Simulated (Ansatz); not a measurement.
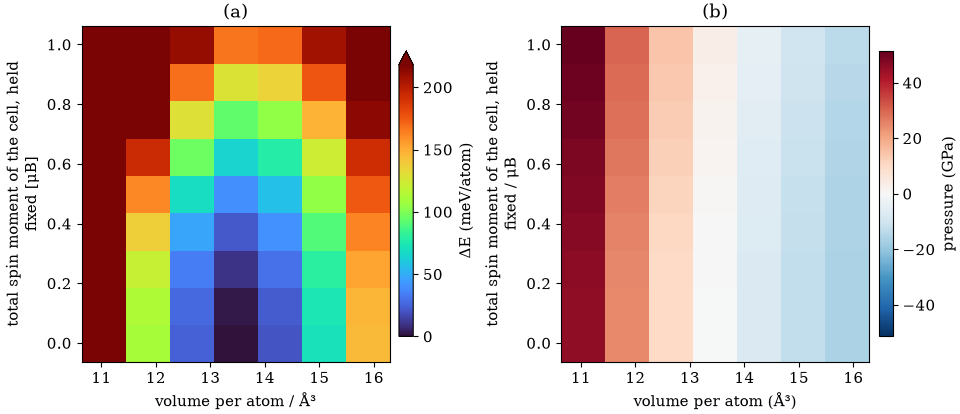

Si2Ni (Fm-3m, No. 225; 3 atoms in the cell). The energy is mapped over volume and a fixed ferromagnetic moment. First axis: volume per atom. Second axis: total spin moment of the cell, held fixed. Nothing is relaxed (shape and fractional coordinates fixed). Grid: 7 × 9 points. Points are written as (first, second). Energies are in meV/atom, from the lowest grid point. The moment is held fixed and parallel; antiferromagnetic orders weren't tried. Method: Ansatz 0.2.0, DFT PBE, scalar-relativistic, plane waves, PAW. Settings: cutoff 520 eV, k-mesh 14×14×14, gaussian smearing 0.15 eV.

Panel (a) is the energy; panel (b) is the computed pressure, in GPa.

In the figure: one coloured cell a grid point, one colour for all values above the top of the scale.

> How does the pressure vary over the map, and what is it at the lowest grid point?

It runs from −16 GPa at (15.89 Å³, 0.000 μB) to 51 GPa at (11.04 Å³, 1.000 μB). At the lowest grid point, (13.46 Å³, 0.000 μB), it is 0 GPa. That point lies on the edge of the scan.

PAW datasets: the set soft_1.
